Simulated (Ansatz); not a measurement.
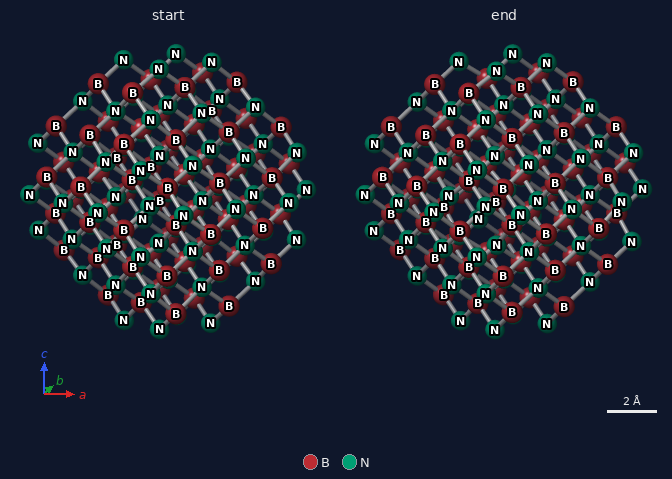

The structure of a defect cell of composition B$_{31}$N$_{32}$ (cell charge +1) before (left) and after (right) a relaxation, at one scale.

Style: ball-and-stick. Shown: the atoms within 5.8 Å of the atom that moves most (axes of the cell of the calculation (origin shifted)), slightly off an axis.

The atoms of the start lie slightly off their symmetric places, so part of the fall in energy undoes that.

Computed with DFT, PBEsol, PAW, plane waves in Ansatz 0.2.0. (plane-wave cutoff 420 eV; k-point mesh 1 × 1 × 1; mesh shifted by (0.25, 0.25, 0.25); collinear spin; atoms relaxed in a fixed cell; force threshold 0.03 eV/Å; at most 80 steps)

### What changed between the two?

The largest move is that of an N atom, 0.19 Å along [1 1 1]. Largest moves by element: N 0.19 Å, B 0.07 Å. The cell doesn't change. Some distances before and after: B–N 1.616 → 1.517 Å, B–N 1.583 → 1.515 Å, B–N 1.494 → 1.561 Å, B–N 1.553 → 1.613 Å. Bond angles that change, for instance: N–B–N 111.3° → 102.8°, N–B–N 110.4° → 102.8°, N–B–N 111.3° → 104.3°. Over 3 geometry steps the energy falls by 2.049 eV per cell of the calculation. Largest force component: 3.2 eV/Å at the start, 0.013 eV/Å at the end.

Limits of the set-up: the periodic images lie only 7.2 Å apart, so the values are limited by the cell's size; the cell is charged, on a uniform background, and energies carry no finite-size correction.
